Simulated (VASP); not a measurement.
**Run report: CuO, optical-spectrum calculation (part 2 of 3)**

The same run, continued: CuO (F-43m, 2 atoms in the cell); Kohn-Sham DFT of a periodic cell, PBE, VASP PAW PBE potentials, recommended, no spin polarisation (VASP 6.6.1); cutoff 520 eV, 10×10×10 k-mesh, Gaussian smearing of 0.02 eV. The structure was built on a prototype by a generator; it need not be a known phase.

Geometry of the input (Å; fractional positions):
```
0.0000  2.3273  2.3273
2.3273  0.0000  2.3273
2.3273  2.3273  0.0000
Cu 0.0000  0.0000  0.0000
O  0.2500  0.2500  0.2500
```

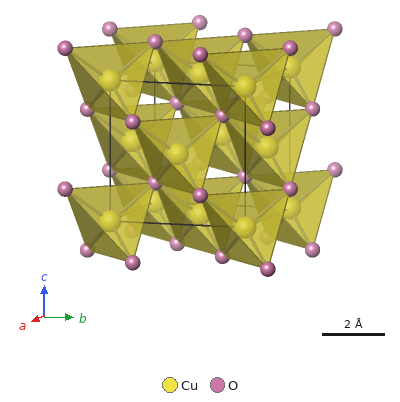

The structure as given in the input (polyhedral view of the cell 4 times as large as that of the calculation, set on its symmetry axes, seen slightly off an axis; polyhedra are completed across the faces of the cell).

Parts of OUTCAR, continued:
```
 -----------------------------------------------------------------------------
  energy-cutoff  :      520.00
  volume of cell :       25.21
      direct lattice vectors                 reciprocal lattice vectors
     0.000000000  2.327252730  2.327252730    -0.214845596  0.214845596  0.214845596
     2.327252730  0.000000000  2.327252730     0.214845596 -0.214845596  0.214845596
     2.327252730  2.327252730  0.000000000     0.214845596  0.214845596 -0.214845596

 POSITION                                       TOTAL-FORCE (eV/Angst)
 -----------------------------------------------------------------------------------
      0.00000      0.00000      0.00000        -0.000000      0.000000     -0.000000
      1.16363      1.16363      1.16363         0.000000     -0.000000      0.000000
 -----------------------------------------------------------------------------------
    total drift:                                0.000000      0.000000     -0.000001

  FREE ENERGIE OF THE ION-ELECTRON SYSTEM (eV)
  ---------------------------------------------------
  free  energy   TOTEN  =        -9.4961259267 eV

  energy  without entropy=       -9.4952168246  energy(sigma->0) =       -9.49567138

 electrical conductivity sigma (Mega S m-1) (frequency dependency in vasprun.xml)
  --------------------------------------------------------------------------------------
       0.070       0.000      -0.000
       0.000       0.070       0.000
      -0.000       0.000       0.070

  frequency dependent IMAGINARY DIELECTRIC FUNCTION (independent particle, no local field effects) density-density
     E(ev)      X         Y         Z        XY        YZ        ZX
  --------------------------------------------------------------------------------------------------------------
     0.00000    -0.00000    -0.00000    -0.00000     0.00000     0.00000    -0.00000
     1.22541     0.17403     0.17403     0.17403    -0.00000     0.00000     0.00000
     2.45081     1.10197     1.10197     1.10197    -0.00000     0.00000     0.00000
     3.67622     0.01854     0.01854     0.01854    -0.00000     0.00000     0.00000
     4.90162     2.38129     2.38129     2.38129    -0.00000    -0.00000    -0.00000
     6.12703     1.98980     1.98980     1.98980    -0.00000     0.00000     0.00000
     7.35243     4.93806     4.93806     4.93806    -0.00000     0.00000    -0.00000
     8.57784     1.10109     1.10109     1.10109    -0.00000     0.00000    -0.00000
     9.80324     4.75678     4.75678     4.75678     0.00000     0.00000    -0.00000
    11.02865     2.11965     2.11965     2.11965     0.00000     0.00000     0.00000
    12.25405     3.79871     3.79871     3.79871     0.00000    -0.00000     0.00000
    13.47946     1.73867     1.73867     1.73867    -0.00000    -0.00000     0.00000
    14.70486     1.95532     1.95532     1.95532    -0.00000     0.00000     0.00000
    15.93027     1.87436     1.87436     1.87436     0.00000     0.00000    -0.00000
    17.15567     0.67583     0.67583     0.67583    -0.00000     0.00000    -0.00000
    18.38108     0.87148     0.87148     0.87148     0.00000     0.00000     0.00000
    19.60648     0.07347     0.07347     0.07347    -0.00000     0.00000     0.00000
    20.83189     0.41404     0.41404     0.41404    -0.00000    -0.00000     0.00000
    22.05729     0.68156     0.68156     0.68156    -0.00000     0.00000     0.00000
    23.28270     0.30518     0.30518     0.30518    -0.00000     0.00000     0.00000
    24.50810     0.46444     0.46444     0.46444    -0.00000    -0.00000     0.00000
    25.73351     0.38274     0.38274     0.38274    -0.00000     0.00000     0.00000
    26.95891     0.46823     0.46823     0.46823     0.00000     0.00000    -0.00000
    28.18432     0.67908     0.67908     0.67908    -0.00000     0.00000    -0.00000
    29.40972     1.01681     1.01681     1.01681    -0.00000     0.00000     0.00000
    30.63513     0.79261     0.79261     0.79261     0.00000     0.00000    -0.00000
    31.86053     0.39859     0.39859     0.39859    -0.00000    -0.00000     0.00000
    33.08594     0.28728     0.28728     0.28728    -0.00000     0.00000     0.00000
    34.31134     0.34639     0.34639     0.34639     0.00000    -0.00000     0.00000
    35.53675     0.14889     0.14889     0.14889    -0.00000     0.00000    -0.00000
    36.76215     0.19773     0.19773     0.19773    -0.00000    -0.00000     0.00000
    37.98756     0.28876     0.28876     0.28876    -0.00000    -0.00000     0.00000
    39.21296     0.27123     0.27123     0.27123     0.00000    -0.00000     0.00000
    40.43837     0.28422     0.28422     0.28422     0.00000     0.00000    -0.00000
    41.66377     0.34859     0.34859     0.34859    -0.00000     0.00000     0.00000
    42.88918     0.18089     0.18089     0.18089    -0.00000     0.00000     0.00000
    44.11458     0.26246     0.26246     0.26246    -0.00000     0.00000     0.00000
    45.33999     0.22467     0.22467     0.22467    -0.00000     0.00000     0.00000
    46.56539     0.19731     0.19731     0.19731    -0.00000     0.00000     0.00000
    47.79080     0.17660     0.17660     0.17660    -0.00000     0.00000     0.00000
    49.01620     0.18605     0.18605     0.18605    -0.00000    -0.00000     0.00000
    50.24161     0.20369     0.20369     0.20369    -0.00000    -0.00000     0.00000
    51.46701     0.18012     0.18012     0.18012    -0.00000    -0.00000     0.00000
    52.69242     0.29410     0.29410     0.29410    -0.00000     0.00000     0.00000
    53.91783     0.19283     0.19283     0.19283    -0.00000    -0.00000    -0.00000
    55.14323     0.23683     0.23683     0.23683    -0.00000     0.00000     0.00000
    56.36864     0.11185     0.11185     0.11185    -0.00000     0.00000     0.00000
    57.59404     0.16719     0.16719     0.16719    -0.00000     0.00000    -0.00000
    58.81945     0.12996     0.12996     0.12996    -0.00000     0.00000     0.00000
    60.04485     0.09222     0.09222     0.09222    -0.00000     0.00000     0.00000
    61.27026     0.11623     0.11623     0.11623    -0.00000     0.00000    -0.00000
    62.49566     0.07294     0.07294     0.07294    -0.00000     0.00000     0.00000
    63.72107     0.15833     0.15833     0.15833    -0.00000     0.00000    -0.00000
    64.94647     0.06619     0.06619     0.06619    -0.00000     0.00000     0.00000
    66.17188     0.12049     0.12049     0.12049    -0.00000     0.00000     0.00000
    67.39728     0.09043     0.09043     0.09043    -0.00000     0.00000     0.00000
    68.62269     0.08764     0.08764     0.08764    -0.00000     0.00000     0.00000
    69.84809     0.13318     0.13318     0.13318     0.00000     0.00000    -0.00000
    71.07350     0.11367     0.11367     0.11367    -0.00000     0.00000    -0.00000
    72.29890     0.12085     0.12085     0.12085    -0.00000     0.00000    -0.00000
    73.52431     0.08956     0.08956     0.08956    -0.00000    -0.00000     0.00000
    74.74971     0.07881     0.07881     0.07881    -0.00000    -0.00000     0.00000
    75.97512     0.06931     0.06931     0.06931    -0.00000     0.00000     0.00000
    77.20052     0.11037     0.11037     0.11037    -0.00000     0.00000    -0.00000
    78.42593     0.09101     0.09101     0.09101    -0.00000     0.00000    -0.00000
    79.65133     0.11557     0.11557     0.11557    -0.00000     0.00000    -0.00000
    80.87674     0.07843     0.07843     0.07843    -0.00000     0.00000     0.00000
    82.10214     0.09915     0.09915     0.09915    -0.00000    -0.00000    -0.00000
    83.32755     0.03962     0.03962     0.03962    -0.00000    -0.00000     0.00000
    84.55295     0.03156     0.03156     0.03156    -0.00000     0.00000     0.00000
    85.77836     0.02359     0.02359     0.02359    -0.00000     0.00000     0.00000
    87.00376     0.00633     0.00633     0.00633    -0.00000     0.00000     0.00000
    88.22917     0.00794     0.00794     0.00794    -0.00000     0.00000     0.00000
    89.45457     0.00234     0.00234     0.00234    -0.00000     0.00000     0.00000
    90.67998     0.00288     0.00288     0.00288    -0.00000     0.00000     0.00000
    91.90538     0.00293     0.00293     0.00293    -0.00000     0.00000     0.00000
    93.13079     0.00147     0.00147     0.00147    -0.00000     0.00000     0.00000
    94.35619     0.00596     0.00596     0.00596    -0.00000     0.00000     0.00000
    95.58160     0.00247     0.00247     0.00247    -0.00000     0.00000     0.00000
    96.80700     0.00434     0.00434     0.00434    -0.00000     0.00000     0.00000
    98.03241     0.00370     0.00370     0.00370    -0.00000     0.00000     0.00000
    99.25781     0.00417     0.00417     0.00417    -0.00000     0.00000     0.00000
   100.48322     0.00000     0.00000     0.00000    -0.00000     0.00000     0.00000
   101.70862     0.00000     0.00000     0.00000    -0.00000     0.00000     0.00000
   102.93403     0.00000     0.00000     0.00000    -0.00000     0.00000     0.00000
   104.15944     0.00000     0.00000     0.00000    -0.00000     0.00000     0.00000
   105.38484     0.00000     0.00000     0.00000    -0.00000     0.00000     0.00000
   106.61025     0.00000     0.00000     0.00000    -0.00000     0.00000     0.00000
   107.83565     0.00000     0.00000     0.00000    -0.00000     0.00000     0.00000
   109.06106     0.00000     0.00000     0.00000    -0.00000     0.00000     0.00000
   110.28646     0.00000     0.00000     0.00000    -0.00000     0.00000     0.00000
   111.51187     0.00000     0.00000     0.00000    -0.00000     0.00000     0.00000
   112.73727     0.00000     0.00000     0.00000    -0.00000     0.00000     0.00000
   113.96268     0.00000     0.00000     0.00000    -0.00000     0.00000     0.00000
   115.18808     0.00000     0.00000     0.00000    -0.00000     0.00000     0.00000
   116.41349     0.00000     0.00000     0.00000    -0.00000     0.00000     0.00000
   117.63889     0.00000     0.00000     0.00000    -0.00000     0.00000     0.00000
   118.86430     0.00000     0.00000     0.00000    -0.00000     0.00000     0.00000
   120.08970     0.00000     0.00000     0.00000    -0.00000     0.00000     0.00000
   121.31511     0.00000     0.00000     0.00000    -0.00000     0.00000     0.00000

  frequency dependent      REAL DIELECTRIC FUNCTION (independent particle, no local field effects) density-density
     E(ev)        X           Y           Z          XY          YZ          ZX
  --------------------------------------------------------------------------------------------------------------
     0.00000   342.38077   342.38077   342.38077    -0.00000    -0.00000    -0.00000
     1.22541    -4.34141    -4.34141    -4.34141     0.00000     0.00000     0.00000
     2.45081    -0.81268    -0.81268    -0.81268    -0.00000     0.00000    -0.00000
     3.67622     3.19885     3.19885     3.19885    -0.00000     0.00000    -0.00000
     4.90162     2.40433     2.40433     2.40433     0.00000     0.00000     0.00000
     6.12703     3.45323     3.45323     3.45323    -0.00000     0.00000    -0.00000
     7.35243     2.97995     2.97995     2.97995     0.00000    -0.00000     0.00000
     8.57784     3.47384     3.47384     3.47384    -0.00000     0.00000     0.00000
     9.80324     2.29201     2.29201     2.29201     0.00000     0.00000    -0.00000
    11.02865     1.12084     1.12084     1.12084    -0.00000     0.00000    -0.00000
    12.25405     0.53568     0.53568     0.53568     0.00000     0.00000     0.00000
    13.47946     1.04972     1.04972     1.04972    -0.00000    -0.00000     0.00000
    14.70486     0.35669     0.35669     0.35669    -0.00000     0.00000     0.00000
    15.93027    -0.51204    -0.51204    -0.51204     0.00000     0.00000     0.00000
    17.15567     0.20929     0.20929     0.20929     0.00000     0.00000     0.00000
    18.38108    -0.01225    -0.01225    -0.01225    -0.00000    -0.00000     0.00000
    19.60648     0.42110     0.42110     0.42110     0.00000    -0.00000     0.00000
    20.83189     0.74423     0.74423     0.74423    -0.00000    -0.00000     0.00000
    22.05729     0.73078     0.73078     0.73078    -0.00000    -0.00000    -0.00000
    23.28270     0.75761     0.75761     0.75761     0.00000     0.00000    -0.00000
    24.50810     0.89785     0.89785     0.89785    -0.00000    -0.00000    -0.00000
    25.73351     1.06185     1.06185     1.06185     0.00000     0.00000    -0.00000
    26.95891     0.95983     0.95983     0.95983    -0.00000     0.00000     0.00000
    28.18432     0.65442     0.65442     0.65442     0.00000    -0.00000     0.00000
    29.40972     0.81227     0.81227     0.81227    -0.00000     0.00000    -0.00000
    30.63513     0.46790     0.46790     0.46790     0.00000    -0.00000     0.00000
    31.86053     0.42089     0.42089     0.42089     0.00000    -0.00000     0.00000
    33.08594     0.65774     0.65774     0.65774    -0.00000    -0.00000     0.00000
    34.31134     0.69682     0.69682     0.69682    -0.00000    -0.00000     0.00000
    35.53675     0.71478     0.71478     0.71478    -0.00000    -0.00000     0.00000
    36.76215     0.76272     0.76272     0.76272    -0.00000     0.00000     0.00000
    37.98756     0.82331     0.82331     0.82331     0.00000    -0.00000     0.00000
    39.21296     0.82810     0.82810     0.82810    -0.00000     0.00000     0.00000
    40.43837     0.75949     0.75949     0.75949    -0.00000    -0.00000    -0.00000
    41.66377     0.78441     0.78441     0.78441     0.00000     0.00000     0.00000
    42.88918     0.78865     0.78865     0.78865     0.00000    -0.00000    -0.00000
    44.11458     0.82421     0.82421     0.82421     0.00000     0.00000     0.00000
    45.33999     0.79378     0.79378     0.79378    -0.00000    -0.00000     0.00000
    46.56539     0.81387     0.81387     0.81387     0.00000     0.00000    -0.00000
    47.79080     0.78404     0.78404     0.78404     0.00000     0.00000     0.00000
    49.01620     0.84481     0.84481     0.84481    -0.00000    -0.00000     0.00000
    50.24161     0.81789     0.81789     0.81789     0.00000    -0.00000     0.00000
    51.46701     0.82472     0.82472     0.82472    -0.00000    -0.00000     0.00000
    52.69242     0.80518     0.80518     0.80518    -0.00000    -0.00000    -0.00000
    53.91783     0.80309     0.80309     0.80309     0.00000     0.00000     0.00000
    55.14323     0.82668     0.82668     0.82668    -0.00000    -0.00000     0.00000
    56.36864     0.78892     0.78892     0.78892    -0.00000    -0.00000     0.00000
    57.59404     0.78098     0.78098     0.78098    -0.00000    -0.00000     0.00000
    58.81945     0.80634     0.80634     0.80634    -0.00000     0.00000     0.00000
    60.04485     0.82556     0.82556     0.82556     0.00000     0.00000     0.00000
    61.27026     0.84071     0.84071     0.84071    -0.00000    -0.00000     0.00000
    62.49566     0.84223     0.84223     0.84223     0.00000     0.00000     0.00000
    63.72107     0.82902     0.82902     0.82902    -0.00000     0.00000     0.00000
    64.94647     0.83542     0.83542     0.83542    -0.00000    -0.00000     0.00000
    66.17188     0.86148     0.86148     0.86148    -0.00000     0.00000     0.00000
    67.39728     0.86671     0.86671     0.86671    -0.00000    -0.00000    -0.00000
    68.62269     0.86767     0.86767     0.86767     0.00000     0.00000     0.00000
    69.84809     0.85340     0.85340     0.85340    -0.00000    -0.00000     0.00000
    71.07350     0.87183     0.87183     0.87183    -0.00000    -0.00000     0.00000
    72.29890     0.87235     0.87235     0.87235     0.00000     0.00000     0.00000
    73.52431     0.87132     0.87132     0.87132    -0.00000    -0.00000    -0.00000
    74.74971     0.85829     0.85829     0.85829     0.00000    -0.00000     0.00000
    75.97512     0.87654     0.87654     0.87654    -0.00000     0.00000     0.00000
    77.20052     0.87733     0.87733     0.87733    -0.00000     0.00000    -0.00000
    78.42593     0.84918     0.84918     0.84918    -0.00000    -0.00000     0.00000
    79.65133     0.84826     0.84826     0.84826    -0.00000    -0.00000     0.00000
    80.87674     0.84291     0.84291     0.84291     0.00000    -0.00000    -0.00000
    82.10214     0.80559     0.80559     0.80559     0.00000    -0.00000     0.00000
    83.32755     0.81029     0.81029     0.81029    -0.00000    -0.00000     0.00000
    84.55295     0.82717     0.82717     0.82717     0.00000    -0.00000     0.00000
    85.77836     0.83263     0.83263     0.83263    -0.00000    -0.00000     0.00000
    87.00376     0.85086     0.85086     0.85086    -0.00000    -0.00000     0.00000
    88.22917     0.86578     0.86578     0.86578    -0.00000    -0.00000     0.00000
    89.45457     0.87455     0.87455     0.87455    -0.00000    -0.00000     0.00000
    90.67998     0.88217     0.88217     0.88217    -0.00000    -0.00000     0.00000
    91.90538     0.88794     0.88794     0.88794    -0.00000    -0.00000     0.00000
    93.13079     0.89551     0.89551     0.89551    -0.00000    -0.00000     0.00000
    94.35619     0.89823     0.89823     0.89823    -0.00000    -0.00000     0.00000
    95.58160     0.90285     0.90285     0.90285     0.00000    -0.00000     0.00000
    96.80700     0.90606     0.90606     0.90606    -0.00000    -0.00000     0.00000
    98.03241     0.90889     0.90889     0.90889     0.00000    -0.00000     0.00000
    99.25781     0.91131     0.91131     0.91131    -0.00000    -0.00000     0.00000
   100.48322     0.91436     0.91436     0.91436    -0.00000    -0.00000     0.00000
   101.70862     0.91859     0.91859     0.91859    -0.00000    -0.00000     0.00000
   102.93403     0.92178     0.92178     0.92178    -0.00000    -0.00000     0.00000
   104.15944     0.92459     0.92459     0.92459    -0.00000    -0.00000     0.00000
   105.38484     0.92715     0.92715     0.92715    -0.00000    -0.00000     0.00000
   106.61025     0.92953     0.92953     0.92953    -0.00000    -0.00000     0.00000
   107.83565     0.93175     0.93175     0.93175    -0.00000    -0.00000     0.00000
   109.06106     0.93383     0.93383     0.93383    -0.00000    -0.00000     0.00000
   110.28646     0.93580     0.93580     0.93580    -0.00000    -0.00000     0.00000
   111.51187     0.93765     0.93765     0.93765    -0.00000    -0.00000     0.00000
   112.73727     0.93941     0.93941     0.93941    -0.00000    -0.00000     0.00000
   113.96268     0.94108     0.94108     0.94108    -0.00000    -0.00000     0.00000
   115.18808     0.94268     0.94268     0.94268    -0.00000    -0.00000     0.00000
   116.41349     0.94419     0.94419     0.94419    -0.00000    -0.00000     0.00000
   117.63889     0.94564     0.94564     0.94564    -0.00000    -0.00000     0.00000
   118.86430     0.94702     0.94702     0.94702    -0.00000    -0.00000     0.00000
   120.08970     0.94835     0.94835     0.94835    -0.00000    -0.00000     0.00000
   121.31511     0.94961     0.94961     0.94961    -0.00000    -0.00000     0.00000
```
